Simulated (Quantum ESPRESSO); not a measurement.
**Run report: Ge, band-structure run (part 1 of 2)**

System: Ge (Fd-3m, 2 atoms in the cell).
Method: Kohn-Sham DFT of a periodic cell, EV93, PseudoDojo 0.4.1 SR PBE standard, no spin polarisation (Quantum ESPRESSO 7.5).

The structure derives from an entry of the Crystallography Open Database.

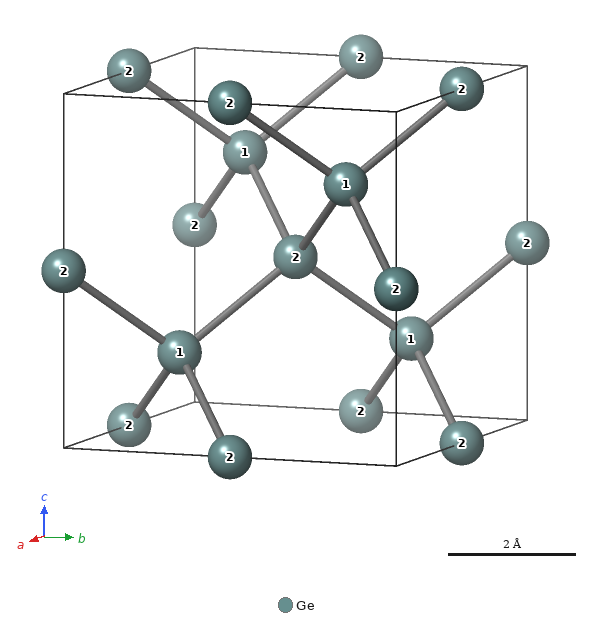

**Figure 1.** The structure as given in the input (ball-and-stick view of the cell 4 times as large as that of the calculation, set on its symmetry axes, seen slightly off an axis; atoms are numbered from 1 in the order of the input). An atom can appear more than once, as a periodic image. Near neighbours in the periodic cell (some may lie outside the picture): Ge has 4 Ge at 2.45 Å.

### Input file
```
&CONTROL
  calculation = 'scf'
  prefix = 'pwscf'
  outdir = './tmp'
  pseudo_dir = './pseudo'
  tprnfor = .true.
  tstress = .true.
  disk_io = 'low'
/
&SYSTEM
  ibrav = 0
  nat = 2
  ntyp = 1
  ecutwfc = 78
  nbnd = 21
  input_dft = 'ev93'
  occupations = 'smearing'
  smearing = 'fd'
  degauss = 0.00367493
/
&ELECTRONS
  conv_thr = 4d-10
  electron_maxstep = 120
  mixing_beta = 0.5
/
ATOMIC_SPECIES
Ge    72.6300 Ge.upf
CELL_PARAMETERS angstrom
   0.0000000000    2.8289100000    2.8289100000
   2.8289100000    0.0000000000    2.8289100000
   2.8289100000    2.8289100000    0.0000000000
ATOMIC_POSITIONS angstrom
Ge     4.2433650000    4.2433650000    4.2433650000
Ge     2.8289100000    2.8289100000    2.8289100000
K_POINTS automatic
8 8 8 0 0 0
```

### File pp_density.in
```
&INPUTPP
  prefix = 'pwscf'
  outdir = './tmp'
  filplot = 'density.dat'
  plot_num = 0
/
&PLOT
  nfile = 1
  filepp(1) = 'density.dat'
  iflag = 3
  output_format = 6
  fileout = 'density.cube'
/
```

### File pp_potential.in
```
&INPUTPP
  prefix = 'pwscf'
  outdir = './tmp'
  filplot = 'potential.dat'
  plot_num = 11
/
&PLOT
  nfile = 1
  filepp(1) = 'potential.dat'
  iflag = 3
  output_format = 6
  fileout = 'potential.cube'
/
```

### File pp_elf.in
```
&INPUTPP
  prefix = 'pwscf'
  outdir = './tmp'
  filplot = 'elf.dat'
  plot_num = 8
/
&PLOT
  nfile = 1
  filepp(1) = 'elf.dat'
  iflag = 3
  output_format = 6
  fileout = 'elf.cube'
/
```

### File bands.in
```
&CONTROL
  calculation = 'bands'
  prefix = 'pwscf'
  outdir = './tmp'
  pseudo_dir = './pseudo'
  disk_io = 'low'
  verbosity = 'high'
/
&SYSTEM
  ibrav = 0
  nat = 2
  ntyp = 1
  ecutwfc = 78
  nbnd = 21
  input_dft = 'ev93'
  occupations = 'smearing'
  smearing = 'fd'
  degauss = 0.00367493
/
&ELECTRONS
  conv_thr = 1d-08
  electron_maxstep = 120
  mixing_beta = 0.5
  diago_full_acc = .true.
/
ATOMIC_SPECIES
Ge    72.6300 Ge.upf
CELL_PARAMETERS angstrom
   0.0000000000    2.8289100000    2.8289100000
   2.8289100000    0.0000000000    2.8289100000
   2.8289100000    2.8289100000    0.0000000000
ATOMIC_POSITIONS angstrom
Ge     4.2433650000    4.2433650000    4.2433650000
Ge     2.8289100000    2.8289100000    2.8289100000
K_POINTS crystal
60
 0.0000000000  0.0000000000  0.0000000000 1
 0.0625000000  0.0000000000  0.0625000000 1
 0.1250000000  0.0000000000  0.1250000000 1
 0.1875000000  0.0000000000  0.1875000000 1
 0.2500000000  0.0000000000  0.2500000000 1
 0.3125000000  0.0000000000  0.3125000000 1
 0.3750000000  0.0000000000  0.3750000000 1
 0.4375000000  0.0000000000  0.4375000000 1
 0.5000000000  0.0000000000  0.5000000000 1
 0.5000000000  0.0625000000  0.5625000000 1
 0.5000000000  0.1250000000  0.6250000000 1
 0.5000000000  0.1875000000  0.6875000000 1
 0.5000000000  0.2500000000  0.7500000000 1
 0.4375000000  0.3125000000  0.7500000000 1
 0.3750000000  0.3750000000  0.7500000000 1
 0.3375000000  0.3375000000  0.6750000000 1
 0.3000000000  0.3000000000  0.6000000000 1
 0.2625000000  0.2625000000  0.5250000000 1
 0.2250000000  0.2250000000  0.4500000000 1
 0.1875000000  0.1875000000  0.3750000000 1
 0.1500000000  0.1500000000  0.3000000000 1
 0.1125000000  0.1125000000  0.2250000000 1
 0.0750000000  0.0750000000  0.1500000000 1
 0.0375000000  0.0375000000  0.0750000000 1
 0.0000000000  0.0000000000  0.0000000000 1
 0.0625000000  0.0625000000  0.0625000000 1
 0.1250000000  0.1250000000  0.1250000000 1
 0.1875000000  0.1875000000  0.1875000000 1
 0.2500000000  0.2500000000  0.2500000000 1
 0.3125000000  0.3125000000  0.3125000000 1
 0.3750000000  0.3750000000  0.3750000000 1
 0.4375000000  0.4375000000  0.4375000000 1
 0.5000000000  0.5000000000  0.5000000000 1
 0.5250000000  0.4500000000  0.5250000000 1
 0.5500000000  0.4000000000  0.5500000000 1
 0.5750000000  0.3500000000  0.5750000000 1
 0.6000000000  0.3000000000  0.6000000000 1
 0.6250000000  0.2500000000  0.6250000000 1
 0.5833333333  0.2500000000  0.6666666667 1
 0.5416666667  0.2500000000  0.7083333333 1
 0.5000000000  0.2500000000  0.7500000000 1
 0.5000000000  0.2857142857  0.7142857143 1
 0.5000000000  0.3214285714  0.6785714286 1
 0.5000000000  0.3571428571  0.6428571429 1
 0.5000000000  0.3928571429  0.6071428571 1
 0.5000000000  0.4285714286  0.5714285714 1
 0.5000000000  0.4642857143  0.5357142857 1
 0.5000000000  0.5000000000  0.5000000000 1
 0.4821428571  0.4821428571  0.5357142857 1
 0.4642857143  0.4642857143  0.5714285714 1
 0.4464285714  0.4464285714  0.6071428571 1
 0.4285714286  0.4285714286  0.6428571429 1
 0.4107142857  0.4107142857  0.6785714286 1
 0.3928571429  0.3928571429  0.7142857143 1
 0.3750000000  0.3750000000  0.7500000000 1
 0.6250000000  0.2500000000  0.6250000000 1
 0.5937500000  0.1875000000  0.5937500000 1
 0.5625000000  0.1250000000  0.5625000000 1
 0.5312500000  0.0625000000  0.5312500000 1
 0.5000000000  0.0000000000  0.5000000000 1
```

Launched with:
```bash
OMP_NUM_THREADS=1 pw.x -in pw.in > pw.out
OMP_NUM_THREADS=1 pp.x -in pp_density.in > pp_density.out
OMP_NUM_THREADS=1 pp.x -in pp_potential.in > pp_potential.out
OMP_NUM_THREADS=1 pp.x -in pp_elf.in > pp_elf.out
OMP_NUM_THREADS=1 pw.x -in bands.in > bands.out
```

### What the program printed
```
This program is part of the open-source Quantum ESPRESSO suite
     for quantum simulation of materials; please cite
         "P. Giannozzi et al., J. Phys.:Condens. Matter 21 395502 (2009);
         "P. Giannozzi et al., J. Phys.:Condens. Matter 29 465901 (2017);
         "P. Giannozzi et al., J. Chem. Phys. 152 154105 (2020);
          URL
     in publications or presentations arising from this work. More details at

     IMPORTANT: XC functional enforced from input :
     Exchange-correlation= EV93
                           (   1   4  25   0   0   0   0)
     Any further DFT definition will be discarded
     Please, verify this is what you really want

     Message from routine setup:
     using ibrav=0 with symmetry is DISCOURAGED, use correct ibrav instead

     G-vector sticks info
     --------------------
     sticks:   dense  smooth     PW     G-vecs:    dense   smooth      PW
     Sum        1237    1237    361                28475    28475    4573

     Using Slab Decomposition

     bravais-lattice index     =            0
     lattice parameter (alat)  =       7.5602  a.u.
     unit-cell volume          =     305.5512 (a.u.)^3
     number of atoms/cell      =            2
     number of atomic types    =            1
     number of electrons       =        28.00
     number of Kohn-Sham states=           21
     kinetic-energy cutoff     =      78.0000  Ry
     charge density cutoff     =     312.0000  Ry
     scf convergence threshold =      4.0E-10
     mixing beta               =       0.5000
     number of iterations used =            8  plain     mixing
     Exchange-correlation= EV93
                           (   1   4  25   0   0   0   0)

     celldm(1)=   7.560195  celldm(2)=   0.000000  celldm(3)=   0.000000
     celldm(4)=   0.000000  celldm(5)=   0.000000  celldm(6)=   0.000000

     crystal axes: (cart. coord. in units of alat)
               a(1) = (   0.000000   0.707107   0.707107 )
               a(2) = (   0.707107   0.000000   0.707107 )
               a(3) = (   0.707107   0.707107   0.000000 )

     reciprocal axes: (cart. coord. in units 2 pi/alat)
               b(1) = ( -0.707107  0.707107  0.707107 )
               b(2) = (  0.707107 -0.707107  0.707107 )
               b(3) = (  0.707107  0.707107 -0.707107 )

     PseudoPot. # 1 for Ge read from file:
     Ge.upf
     Pseudo is Norm-conserving + core correction, Zval = 14.0
     Generated using ONCVPSP code by D. R. Hamann
     Using radial grid of 1560 points,  6 beta functions with:
                l(1) =   0
                l(2) =   0
                l(3) =   1
                l(4) =   1
                l(5) =   2
                l(6) =   2

     atomic species   valence    mass     pseudopotential
     Ge               14.00    72.63000     Ge( 1.00)

     48 Sym. Ops., with inversion, found (24 have fractional translation)

   Cartesian axes

     site n.     atom                  positions (alat units)
         1        Ge     tau(   1) = (   1.0606602   1.0606602   1.0606602  )
         2        Ge     tau(   2) = (   0.7071068   0.7071068   0.7071068  )

     number of k points=    29  Fermi-Dirac smearing, width (Ry)=  0.0037
                       cart. coord. in units 2pi/alat
        k(    1) = (   0.0000000   0.0000000   0.0000000), wk =   0.0039062
        k(    2) = (   0.0883883   0.0883883  -0.0883883), wk =   0.0312500
        k(    3) = (   0.1767767   0.1767767  -0.1767767), wk =   0.0312500
        k(    4) = (   0.2651650   0.2651650  -0.2651650), wk =   0.0312500
        k(    5) = (  -0.3535534  -0.3535534   0.3535534), wk =   0.0156250
        k(    6) = (   0.1767767   0.0000000   0.0000000), wk =   0.0234375
        k(    7) = (   0.2651650   0.0883883  -0.0883883), wk =   0.0937500
        k(    8) = (   0.3535534   0.1767767  -0.1767767), wk =   0.0937500
        k(    9) = (  -0.2651650  -0.4419417   0.4419417), wk =   0.0937500
        k(   10) = (  -0.1767767  -0.3535534   0.3535534), wk =   0.0937500
        k(   11) = (  -0.0883883  -0.2651650   0.2651650), wk =   0.0937500
        k(   12) = (   0.0000000  -0.1767767   0.1767767), wk =   0.0468750
        k(   13) = (   0.3535534   0.0000000   0.0000000), wk =   0.0234375
        k(   14) = (   0.4419417   0.0883883  -0.0883883), wk =   0.0937500
        k(   15) = (  -0.1767767  -0.5303301   0.5303301), wk =   0.0937500
        k(   16) = (  -0.0883883  -0.4419417   0.4419417), wk =   0.0937500
        k(   17) = (   0.0000000  -0.3535534   0.3535534), wk =   0.0468750
        k(   18) = (   0.5303301  -0.0000000   0.0000000), wk =   0.0234375
        k(   19) = (  -0.0883883  -0.6187184   0.6187184), wk =   0.0937500
        k(   20) = (   0.0000000  -0.5303301   0.5303301), wk =   0.0468750
        k(   21) = (  -0.7071068   0.0000000   0.0000000), wk =   0.0117188
        k(   22) = (   0.3535534   0.1767767   0.0000000), wk =   0.0937500
        k(   23) = (  -0.2651650  -0.4419417   0.6187184), wk =   0.1875000
        k(   24) = (  -0.1767767  -0.3535534   0.5303301), wk =   0.0937500
        k(   25) = (  -0.1767767  -0.5303301   0.7071068), wk =   0.0937500
        k(   26) = (  -0.0883883  -0.4419417   0.6187184), wk =   0.1875000
        k(   27) = (   0.0000000  -0.3535534   0.5303301), wk =   0.0937500
        k(   28) = (  -0.7071068   0.1767767  -0.0000000), wk =   0.0468750
        k(   29) = (  -0.7071068   0.3535534   0.0000000), wk =   0.0234375

     Dense  grid:    28475 G-vectors     FFT dimensions: (  48,  48,  48)

     Initial potential from superposition of free atoms

     starting charge      27.9984, renormalised to      28.0000
     Starting wfcs are   18 randomized atomic wfcs +    3 random wfcs

     Self-consistent Calculation

     iteration #  1     ecut=    78.00 Ry     beta= 0.50
     Davidson diagonalization with overlap
     ethr =  1.00E-02,  avg # of iterations =  6.7

     Threshold (ethr) on eigenvalues was too large:
     Diagonalizing with lowered threshold

     Davidson diagonalization with overlap
     ethr =  1.29E-04,  avg # of iterations =  4.5

     total energy              =    -359.79467330 Ry
     estimated scf accuracy    <       0.03724875 Ry

     iteration #  2     ecut=    78.00 Ry     beta= 0.50
     Davidson diagonalization with overlap
     ethr =  1.33E-04,  avg # of iterations =  1.5

     total energy              =    -359.80160536 Ry
     estimated scf accuracy    <       0.00979417 Ry

     iteration #  3     ecut=    78.00 Ry     beta= 0.50
     Davidson diagonalization with overlap
     ethr =  3.50E-05,  avg # of iterations =  3.7

     total energy              =    -359.80314805 Ry
     estimated scf accuracy    <       0.00014750 Ry

     iteration #  4     ecut=    78.00 Ry     beta= 0.50
     Davidson diagonalization with overlap
     ethr =  5.27E-07,  avg # of iterations =  4.2

     total energy              =    -359.80324459 Ry
     estimated scf accuracy    <       0.00000767 Ry

     iteration #  5     ecut=    78.00 Ry     beta= 0.50
     Davidson diagonalization with overlap
     ethr =  2.74E-08,  avg # of iterations =  2.7

     total energy              =    -359.80325663 Ry
     estimated scf accuracy    <       0.00000075 Ry

     iteration #  6     ecut=    78.00 Ry     beta= 0.50
     Davidson diagonalization with overlap
     ethr =  2.67E-09,  avg # of iterations =  2.2

     total energy              =    -359.80325795 Ry
     estimated scf accuracy    <       0.00000001 Ry

     iteration #  7     ecut=    78.00 Ry     beta= 0.50
     Davidson diagonalization with overlap
     ethr =  5.27E-11,  avg # of iterations =  3.9

     total energy              =    -359.80325814 Ry
     estimated scf accuracy    <          7.0E-09 Ry

     iteration #  8     ecut=    78.00 Ry     beta= 0.50
     Davidson diagonalization with overlap
     ethr =  2.51E-11,  avg # of iterations =  2.0

     End of self-consistent calculation

          k = 0.0000 0.0000 0.0000 (  3527 PWs)   bands (ev):

   -15.2151 -15.2151 -15.2151 -15.1875 -15.1875 -14.9844 -14.9844 -14.9844
   -14.9767 -14.9767  -2.4219  10.1540  10.1540  10.1540  10.6152  12.8169
    12.8169  12.8169  18.2160  19.5373  19.5373

          k = 0.0884 0.0884-0.0884 (  3575 PWs)   bands (ev):

   -15.2235 -15.2235 -15.2128 -15.1761 -15.1761 -14.9980 -14.9980 -14.9869
   -14.9648 -14.9648  -2.2346   7.9580   9.8288   9.8288  11.5169  13.2575
    13.2575  13.9053  18.9203  18.9203  18.9657

          k = 0.1768 0.1768-0.1768 (  3584 PWs)   bands (ev):

   -15.2331 -15.2331 -15.2072 -15.1598 -15.1598 -15.0120 -15.0120 -14.9932
   -14.9541 -14.9541  -1.6923   5.6114   9.2878   9.2878  11.2440  13.9112
    13.9112  16.2471  18.7496  18.7496  19.5118

          k = 0.2652 0.2652-0.2652 (  3567 PWs)   bands (ev):

   -15.2378 -15.2378 -15.2015 -15.1501 -15.1501 -15.0196 -15.0196 -14.9997
   -14.9483 -14.9483  -0.9038   3.6878   8.9001   8.9001  10.9322  14.1160
    14.1160  18.3233  19.5233  19.9154  19.9154

          k =-0.3536-0.3536 0.3536 (  3582 PWs)   bands (ev):

   -15.2388 -15.2388 -15.1990 -15.1475 -15.1475 -15.0214 -15.0214 -15.0025
   -14.9466 -14.9466  -0.3877   2.7864   8.7646   8.7646  10.8163  14.1059
    14.1059  18.5030  21.7595  21.8227  21.8256

          k = 0.1768 0.0000 0.0000 (  3575 PWs)   bands (ev):
```
